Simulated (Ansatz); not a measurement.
**Geometry relaxation, with input and output: AlN (part 2 of 2)**

Continued. System: AlN (P6₃mc, 4 atoms in the cell). Method: DFT, PBE, plane waves, PAW (Ansatz 0.2.0); cutoff 420 eV, 12×12×7 k-mesh, Fermi–Dirac smearing of 0.02 eV. The structure was built on a prototype by a generator; it need not be a known phase. The run did not end well.

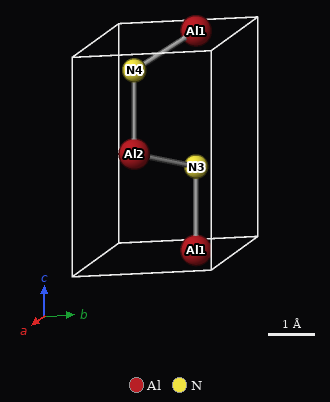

**Figure 1.** The geometry at step 3 of the log (ball-and-stick view of the cell of the calculation, seen slightly off an axis; atoms are numbered from 1 in the order of the input).

## The program's output, continued
```
relax step   6: F+E_penalty+E_count = -1848.50763330 eV  Δ(F+E_penalty+E_count) = +1.451e-4 eV  max|allowed force component| = 4.119e-4 eV/Å  Δτ_max = 0.0002 Å  P = +0.015 GPa  Ω = 42.578 Å³  energy of the carried Pulay correction = -2.725e-4 eV  (6 SCF iters, dr2 threshold 4.00e-7 eV, accepted)
iter 1 solved again at ethr=7.66e-9 eV; its pass at ethr=3.10e-3 eV (dr2=1.22e-6 eV) is discarded
SCF iter   1: F=—  HF=-1848.508157 eV  |F-HF|=—  |Δ(HF+E_count)|=         —  Δρ=1.38e-5  dr2=1.59e-8  ethr=7.66e-9  ⟨swp⟩=3.1  Hψ=59309  notcnv=0
preconditioner: auto → none  [insulator: Δε(μ)=4.035 eV  Ē_g=12.985 eV  σ=0.020 eV  W_gap=1.00  n_scr=2 (ndim 8)  ℏωp=22.8 eV  f_vac=0.000  D(μ)=0.00/eV (n_scr^D=0)  ε∞_Penn≈4.1]
SCF iter   2: F=—  HF=-1848.507908 eV  |F-HF|=—  |Δ(HF+E_count)|=   2.49e-4  Δρ=6.46e-6  dr2=3.75e-9  ethr=9.96e-11  ⟨swp⟩=3.0  Hψ=11802  notcnv=0
SCF iter   3: F=—  HF=-1848.507908 eV  |F-HF|=—  |Δ(HF+E_count)|=   5.84e-9  Δρ=3.26e-6  dr2=7.28e-10  ethr=2.34e-11  ⟨swp⟩=2.0  Hψ=9084  notcnv=0
iter 4 did not close the SCF: its close was put off for the readings that it lacked (scf_convergence_deferred on its scf_iter line)
SCF iter   4: F=-1848.507908 eV  HF=-1848.507908 eV  |F-HF|=1.14e-12  |Δ(HF+E_count)|=   2.33e-9  Δρ=2.05e-7  dr2=7.00e-12  ethr=4.55e-12  ⟨swp⟩=2.0  Hψ=10120  notcnv=0
iter 5 did not close the SCF: its close was put off for the readings that it lacked (scf_convergence_deferred on its scf_iter line)
SCF iter   5: F=-1848.507908 eV  HF=-1848.507908 eV  |F-HF|=2.27e-13  |Δ(HF+E_count)|=  1.36e-12  Δρ=7.24e-8  dr2=1.08e-12  ethr=1.00e-12  ⟨swp⟩=1.0  Hψ=6072  notcnv=0
iter 6 did not close the SCF: its close was put off for the readings that it lacked (scf_convergence_deferred on its scf_iter line)
SCF iter   6: F=-1848.507908 eV  HF=-1848.507908 eV  |F-HF|=2.27e-13  |Δ(HF+E_count)|=  4.55e-13  Δρ=2.74e-8  dr2=3.71e-13  ethr=1.00e-12  ⟨swp⟩=1.0  Hψ=6072  notcnv=0
iter 7 did not close the SCF: its close was put off for the readings that it lacked (scf_convergence_deferred on its scf_iter line)
SCF iter   7: F=-1848.507908 eV  HF=-1848.507908 eV  |F-HF|=0.00e0  |Δ(HF+E_count)|=    0.00e0  Δρ=1.23e-8  dr2=1.99e-14  ethr=1.00e-12  ⟨swp⟩=1.0  Hψ=6072  notcnv=0
SCF iter   8: F=-1848.507908 eV  HF=-1848.507908 eV  |F-HF|=2.27e-13  |Δ(HF+E_count)|=  2.27e-13  Δρ=2.89e-9  dr2=1.20e-15  ethr=1.00e-12  ⟨swp⟩=1.0  Hψ=14168  notcnv=0
SCF 7 converged in 8 iterations: F = -1848.507908 eV  dr2 = 1.20e-15
relax step   7: F+E_penalty+E_count = -1848.50790810 eV  Δ(F+E_penalty+E_count) = -2.748e-4 eV  max|allowed force component| = 4.115e-4 eV/Å  Δτ_max = 0.0000 Å  P = +0.020 GPa  Ω = 42.578 Å³  stress off target by 2.42e-2 GPa  SCF on the basis re-selected at this cell (its energy is not comparable with the rows above)  (8 SCF iters)
```

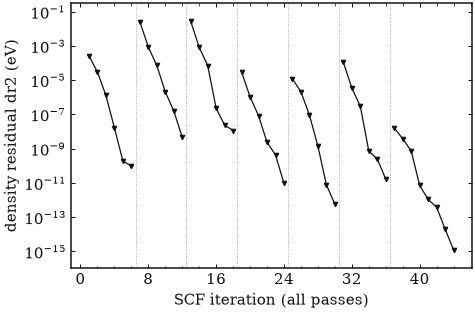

**Figure 2.** Convergence of the self-consistent field: density residual dr2 against the SCF iteration. The dotted lines part the SCF passes of the relaxation: geometry steps, rejected trials and re-solves on a re-selected basis. The 7 passes take 6 to 8 iterations each, 44 in all.

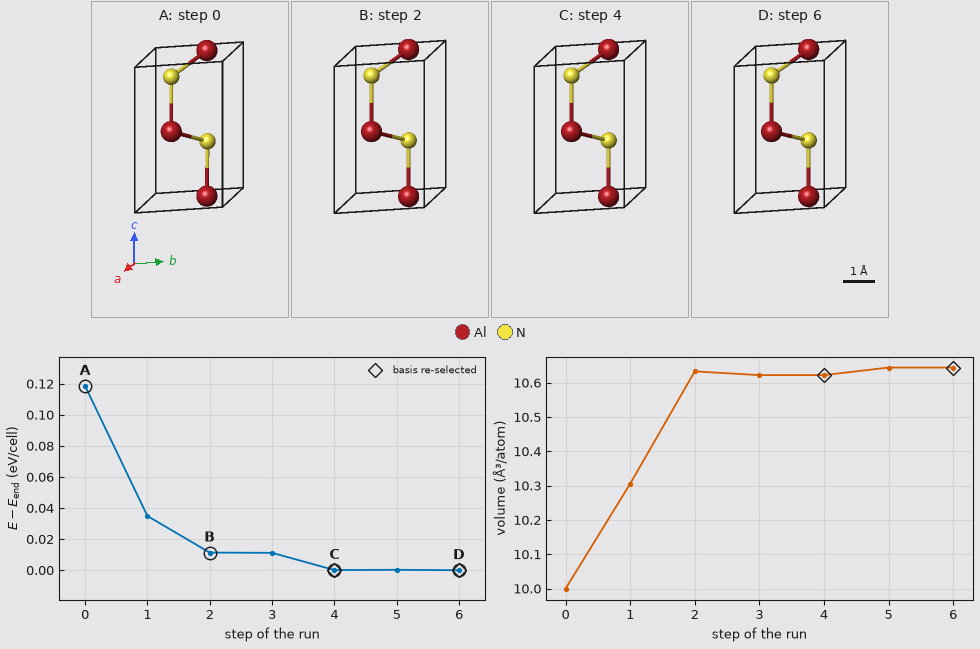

**Figure 3.** Frames of the relaxation (ball-and-stick view of the cell of the calculation, seen slightly off an axis) above the curves, on which the letters mark them (the first geometry is step 0 here and step 1 in the log).

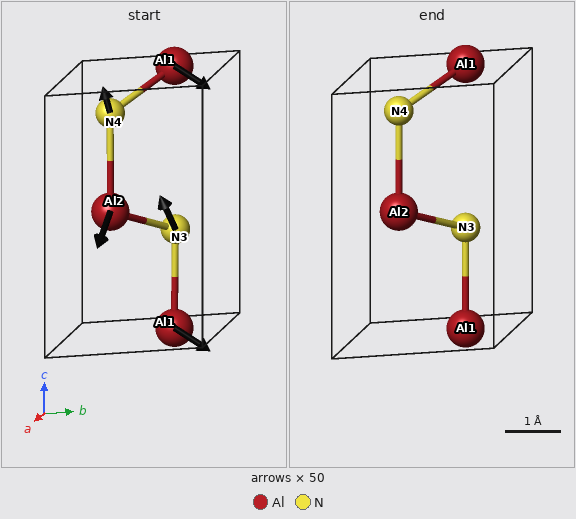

**Figure 4.** Before (left) and after (right) the relaxation, at one scale (ball-and-stick view of the cell of the calculation, seen slightly off an axis). The black arrows give the displacements (without the part carried along by the change of the cell), magnified 50 times. The run was cut off at its time limit before the program reported convergence, but its last step already meets the force threshold: the largest component is 0.00041 eV/Å against 0.005 eV/Å. The pressure is within 0.02 GPa of its target. The largest moves relative to the cell, 0.016 Å, are those of Al1 and Al2. By element the largest moves are Al 0.016 Å, N 0.015 Å. Cell: a = b 3.049 → 3.130 Å (+2.7 %), c 4.969 → 5.018 Å (+1.0 %). Volume +6.4 %. Among the contacts that change: Al1–N4 1.854 → 1.902 Å, Al2–N3 1.860 → 1.902 Å, Al1–N3 1.874 → 1.915 Å. The space group (tolerance 0.01 Å) goes from P1 (No. 1) to P6_3mc (No. 186). The energy falls by 0.118 eV per cell of the calculation in 4 geometry steps. The largest force component goes from 0.28 to 0.00041 eV/Å. Pressure: 13.89 GPa at the start and 0.02 GPa at the end. 1 further SCF at an unchanged geometry re-selected the plane-wave basis for the new cell. The energy change given includes the shifts at the re-selections in mid-walk, which come without any move. A last SCF at the same geometry on a re-selected plane-wave basis shifts the energy by −0.3 meV per cell of the calculation. (Atoms are counted from 1 in the order of the input.)

```
basis re-selected at this cell: Δ(F+E_penalty+E_count) = -2.748e-4 eV, ΔP = +0.005 GPa vs the last step (what re-selecting the basis moved, of the pressure what is left beyond the Pulay correction that the steps carried, after the strain that the cell walked since its last selection, with what the two solves' SCF thresholds leave and, on support functions, any second-order correction that the steps lacked; it is no measure of the basis error at this ecutwfc). This SCF's stress stands 2.42e-2 GPa from its target on what of the cell is left free (relax.cell.stress_tol is 5.00e-2 GPa) and its largest allowed force component is 4.11e-4 eV/Å (relax.f_tol is 5.00e-3 eV/Å): within both
WARN: the relaxation ended near the 12 symmetry operations of its rattled start. A stable structure does so, and so can a saddle point along a move or strain that wasn't checked. `relax.random_displacement` or `relax.escape_saddle: true` tries the moves, and a distorted `crystal.lattice` a strain
SCF converged after 8 iterations
Free energy (F): -1848.507908 eV
Harris-Foulkes:  -1848.507908 eV  (|F-HF|=2.27e-13)
Internal energy: -1848.507908 eV  (E = F + TS)
E sigma→0 (E₀):  -1848.507908 eV
Fermi energy:    8.967886 eV
--- Per-component energies (eV) ---
  E_band       = 27.863498
  E_kinetic    = 317.327145
  E_local      = -451.593384  (includes V_loc(G=0)·N_el)
  E_nonlocal   = 110.505735
  E_hartree    = 156.637379
  E_xc         = -203.251920
  E_vxc        = -215.382410  (∫ρ·V_xc dr)
  E_paw        = -1190.067850  (= ΣΔE_a)
  E_vpaw       = -46.268540  (= ΣTr[D̂ρ^β])
  E_aug_tail   = 0.000195  (compensation charges beyond the density's cutoff)
  E_ewald      = -588.065208
  E_smearing   = -0.000000  (= −TS)
  E_closure    = -0.000000  (closes the sum)
  Σ components = -1848.507908   (vs F -1848.507908, Δ=0.00e0)
--- Forces (eV/Å), atoms counted from 1 ---
  atom   1  Al     0.00000088    -0.00037678    -0.00016098
  atom   2  Al     0.00014167    -0.00001245    -0.00011720
  atom   3  N     -0.00015835    -0.00002220     0.00013409
  atom   4  N      0.00001580     0.00041150     0.00014652
  max |Σ_I F_I| component: 2.43e-6 eV/Å
--- Stress (GPa, compression-positive) ---
        0.022388      -0.000325       0.000182
       -0.000325       0.024155      -0.000498
        0.000182      -0.000498       0.014251
  P = ⅓ Tr σ = 0.0203 GPa (0.203 kbar)
--- Band table (eV; the first three rows and the last of 506) ---
  k-point 0: bands = ["-8.1116", "-6.0336", "1.0476", "6.1019", "6.1020", "6.7413", "6.7413", "6.9439", "10.9785", "13.4583", "17.3974", "17.9804"]
  k-point 1: bands = ["-8.0352", "-6.1821", "1.3146", "6.1316", "6.1317", "6.4868", "6.7081", "6.7082", "11.3612", "13.5080", "17.2661", "17.9553"]
  k-point 2: bands = ["-7.8121", "-6.5566", "2.0393", "5.4563", "6.2167", "6.2168", "6.6155", "6.6156", "12.1603", "13.5833", "17.0075", "17.9667"]
  k-point 505: bands = ["-5.9186", "-5.7656", "1.3348", "1.5841", "5.3088", "5.3606", "5.6600", "5.8046", "11.9713", "12.4550", "15.8840", "16.3842"]
--- Relaxed structure (5 steps of the walk, 5 accepted, 2 SCFs on fresh bases) ---
  F+E_penalty+E_count = -1848.50790810 eV   max|allowed force component| = 4.115e-4 eV/Å   (the final SCF, on the basis selected at the relaxed cell)
  cell:  # Å, volume = 42.5775 Å³
    - [3.130110890131616, -1.1662104669730192e-6, 1.1483768065872436e-8]
    - [-1.5650564550336987, 2.7107591980686894, -5.322049890168616e-9]
    - [1.8718541947123465e-8, 7.901958184043289e-10, 5.017990316899268]
  atoms:
    - { symbol: Al, position: [0.3339684937022864, 0.6679907800586452, -0.0021003329377686634] }
    - { symbol: Al, position: [0.6672999845342723, 0.3346552143124771, 0.497899361036904] }
    - { symbol: N, position: [0.33397054050149755, 0.6679890612307777, 0.37943325893782126] }
    - { symbol: N, position: [0.667296094533015, 0.33464684471042005, 0.8794331637284933] }
Error: SIGTERM received: cancelled by the caller after 7 completed ionic steps
```

## Trajectory as extended XYZ (Å, eV, eV/Å), 7 frames, from step=1 to step=7
```
4
Lattice="3.0487 0.0000 0.0000 -1.5243 2.6402 0.0000 0.0000 0.0000 4.9694" Properties=species:S:1:pos:R:3:forces:R:3 step=1 energy=-1848.38931 pressure_GPa=13.89
Al    0.0009    1.7504   -0.0021   -0.0007   0.2834  -0.0116
Al    1.5262    0.8889    2.4890   -0.0964  -0.0251  -0.2214
N    -0.0043    1.7684    1.8721    0.1057  -0.0145   0.1704
N     1.5256    0.8867    4.3606   -0.0085  -0.2438   0.0625
4
Lattice="3.0916 -0.0001 0.0002 -1.5459 2.6795 -0.0008 0.0004 -0.0012 4.9764" Properties=species:S:1:pos:R:3:forces:R:3 step=2 energy=-1848.47300 pressure_GPa=6.57
Al    0.0001    1.7823   -0.0076    0.0002   0.1858  -0.0472
Al    1.5477    0.8979    2.4833   -0.0664  -0.0095  -0.1218
N    -0.0026    1.7911    1.8827    0.0696  -0.0043   0.0983
N     1.5465    0.8994    4.3723   -0.0035  -0.1720   0.0707
4
Lattice="3.1295 0.0002 -0.0000 -1.5646 2.7094 0.0001 -0.0001 0.0002 5.0162" Properties=species:S:1:pos:R:3:forces:R:3 step=3 energy=-1848.49654 pressure_GPa=-0.20
Al    0.0000    1.8096   -0.0102   -0.0002   0.0055  -0.0071
Al    1.5648    0.9069    2.4978   -0.0023   0.0009  -0.0075
N    -0.0001    1.8099    1.9031    0.0021  -0.0013   0.0073
N     1.5647    0.9073    4.4112    0.0004  -0.0052   0.0074
4
Lattice="3.1275 0.0000 0.0000 -1.5638 2.7085 0.0000 0.0000 0.0000 5.0160" Properties=species:S:1:pos:R:3:forces:R:3 step=4 energy=-1848.49671 pressure_GPa=0.01
Al   -0.0001    1.8092   -0.0104    0.0000   0.0000  -0.0006
Al    1.5637    0.9064    2.4976    0.0000   0.0001  -0.0005
N    -0.0001    1.8092    1.9031    0.0000   0.0000   0.0007
N     1.5637    0.9064    4.4111    0.0000   0.0000   0.0004
4
Lattice="3.1275 0.0000 0.0000 -1.5638 2.7085 0.0000 0.0000 0.0000 5.0160" Properties=species:S:1:pos:R:3:forces:R:3 step=5 energy=-1848.50778 pressure_GPa=0.43
Al   -0.0001    1.8092   -0.0104    0.0000   0.0000  -0.0002
Al    1.5637    0.9064    2.4976    0.0000   0.0001  -0.0001
N    -0.0001    1.8092    1.9031    0.0000   0.0000   0.0003
N     1.5637    0.9064    4.4111    0.0000   0.0000   0.0000
4
Lattice="3.1301 -0.0000 0.0000 -1.5651 2.7108 0.0000 0.0000 0.0000 5.0180" Properties=species:S:1:pos:R:3:forces:R:3 step=6 energy=-1848.50763 pressure_GPa=0.02
Al   -0.0001    1.8108   -0.0105    0.0000  -0.0004  -0.0001
Al    1.5650    0.9072    2.4985    0.0001   0.0000  -0.0001
N    -0.0001    1.8108    1.9040   -0.0002   0.0000   0.0001
N     1.5650    0.9071    4.4130    0.0000   0.0004   0.0001
4
Lattice="3.1301 -0.0000 0.0000 -1.5651 2.7108 0.0000 0.0000 0.0000 5.0180" Properties=species:S:1:pos:R:3:forces:R:3 step=7 energy=-1848.50791 pressure_GPa=0.02
Al   -0.0001    1.8108   -0.0105    0.0000  -0.0004  -0.0002
Al    1.5650    0.9072    2.4985    0.0001   0.0000  -0.0001
N    -0.0001    1.8108    1.9040   -0.0002   0.0000   0.0001
N     1.5650    0.9071    4.4130    0.0000   0.0004   0.0001
```

The run was set up as follows.

## The input
```yaml
crystal:
  lattice:
    - [3.0486945782, 0.0, 0.0]
    - [-1.5243472891, 2.6402469531, 0.0]
    - [0.0, 0.0, 4.9693721624]
  atoms:
    - { symbol: Al, position: [0.3333333333, 0.6666666667, 0.0] }
    - { symbol: Al, position: [0.6666666667, 0.3333333333, 0.5] }
    - { symbol: "N", position: [0.3333333333, 0.6666666667, 0.376] }
    - { symbol: "N", position: [0.6666666667, 0.3333333333, 0.876] }
  symmetry: { detect: false }
kpoints:
  mp_grid: { grid: [12, 12, 7] }
scf:
  occupations: { method: fermi_dirac, width: 0.02 }
  lower_state_search: full
hamiltonian:
  xc: pbe
  pseudopotentials: { kind: paw }
output:
  forces: true
  stress: true
relax:
  f_tol: 0.005
  max_steps: 40
  cell: {}
```

Command:
```bash
ansatz run input.yaml --threads 1 --pin off --max-ram 3584MiB --backend cpu --events-out ev --progress --plain --runs-dir out
```

## Outcome

```tsv
quantity	value
outcome	stopped at the time limit
space group (tolerance 0.01 Å)	P6₃mc (186)
electrons treated	16
free energy	−1848.5079 eV
Fermi energy	8.968 eV
gap on the k-point mesh	4.03 eV
pressure	0.02 GPa
final volume	42.58 Å³
largest force (length of the vector) at the end	under 0.001 eV/Å
final cell	a = 3.130 Å, b = 3.130 Å, c = 5.018 Å, α = 90.00°, β = 90.00°, γ = 120.00°
hardware	1 thread of AMD EPYC (Zen 3), 32 GiB of memory available, shared host
wall time	2.3 min
peak memory	0.67 GiB
```

## Diagnosis

Settings chosen away from the usual ones: crystal.symmetry = {"detect": false}, scf.lower_state_search = "full". The run was cut off by its time limit, so the output is incomplete. Notes on the run: the state was not tested for a lower one; cancelled by the caller after 7 completed ionic steps.
